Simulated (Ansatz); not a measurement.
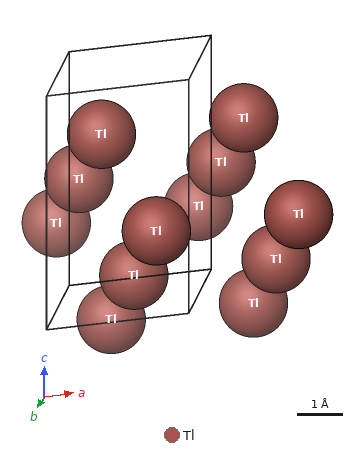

Starting structure of a crystal of Tl (built on the hcp type) (coarse preliminary run). A spheres-only model of the cell of the calculation, repeated 2 × 3 × 1 with one cell outlined, seen from a free direction.

The calculation used DFT PBE, scalar-relativistic, plane waves, PAW (Ansatz 0.2.0).

Input
```yaml
crystal:
  lattice:
    - [3.46, 0.0, 0.0]
    - [-1.73, 2.9964478971, 0.0]
    - [0.0, 0.0, 5.53254]
  atoms:
    - { symbol: Tl, position: [0.3333333333, 0.6666666667, 0.75] }
    - { symbol: Tl, position: [0.6666666667, 0.3333333333, 0.25] }
basis:
  ecutwfc: 420
  ecutrho_ratio: 4
kpoints:
  mp_grid: { grid: [6, 6, 4] }
hamiltonian:
  xc: pbe
scf:
  occupations: { method: gaussian, width: 0.05 }
output:
  forces: true
  stress: true
  eigenvalues: true
relax:
  f_tol: 0.03
  max_steps: 60
  cell: { stress_tol: 0.3 }
```

What does the optimiser find from here?

Answer. No atom moves by more than 0.005 Å relative to the cell. The drawn cell changes as follows: a = b 3.460 → 3.509 Å (+1.4 %), c 5.533 → 5.833 Å (+5.4 %); the volume changes by +8.4 %. Near-neighbour distances that change, for instance: Tl1–Tl2 3.412 → 3.551 Å, Tl1–Tl1 3.460 → 3.509 Å. The space group stays P6_3/mmc (No. 194). Over 2 accepted moves (3 points after the start) the energy falls by 57.7 meV per cell of the calculation. All forces vanish by symmetry, so only the cell relaxes. The pressure goes from 2.98 to 0.06 GPa. At 1 point the geometry stayed and the basis and grid were re-selected for the new cell (energy shift of 1.1 meV per cell of the calculation at most each time). The run took roughly 4 core-seconds on a shared host.

The structure at the end:

```
CELL_PARAMETERS angstrom
3.50865 0.00000 0.00000
-1.75433 3.03858 0.00000
0.00000 0.00000 5.83335
ATOMIC_POSITIONS crystal
Tl 0.33333 0.66667 0.75000
Tl 0.66667 0.33333 0.25000
```

After the run, drawn alike:

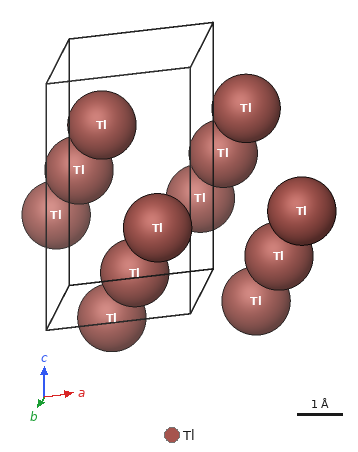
